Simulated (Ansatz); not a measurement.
```yaml
crystal:
  lattice:
    - [4.02661, 0.00000, 0.00000]
    - [-2.01331, 3.48715, 0.00000]
    - [0.00000, 0.00000, 28.27071]
  atoms:
    - { symbol: Se, position: [0.00000, 0.00000, 0.15918] }
    - { symbol: In, position: [0.66667, 0.33333, 0.20500] }
    - { symbol: In, position: [0.66667, 0.33333, 0.30385] }
    - { symbol: Se, position: [0.00000, 0.00000, 0.34967] }
    - { symbol: Se, position: [0.22222, 0.88889, 0.48090] }
    - { symbol: In, position: [0.88889, 0.22222, 0.52672] }
    - { symbol: In, position: [0.88889, 0.22222, 0.62557] }
    - { symbol: Se, position: [0.22222, 0.88889, 0.67139] }
```

A point of a scan over the structure, not its minimum; PAW files of the earlier set (soft_1).

These are results of DFT PBE+D3(BJ), scalar-relativistic, plane waves, PAW in Ansatz 0.2.0, not measurements.

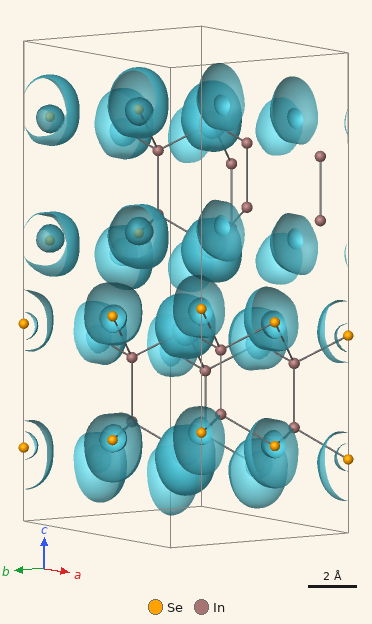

InSe (slab). Isosurface of the ELF at 0.65 (cyan), seen at an oblique angle. Core shells and regions of very low density are left out. Sticks mark near contacts.

> Identify the bonds, lone pairs and shells in this picture.

The ELF exceeds this value in four regions wrapped around Se (the valence shell of each), counted in one cell of 8 atoms. Counts are for one cell; the picture repeats the cell along the surface. Along the contacts the grid gives the following. In–Se (2.66 Å): the ELF is about 0.50 at the midpoint. In–In (2.79 Å): the ELF reaches about 0.55 near the midpoint.

> Does the calculation make it a metal, or give it a gap?

It is gapped, with a Kohn–Sham gap of 1.2 eV on the k-point mesh, an upper bound to the gap of this method.
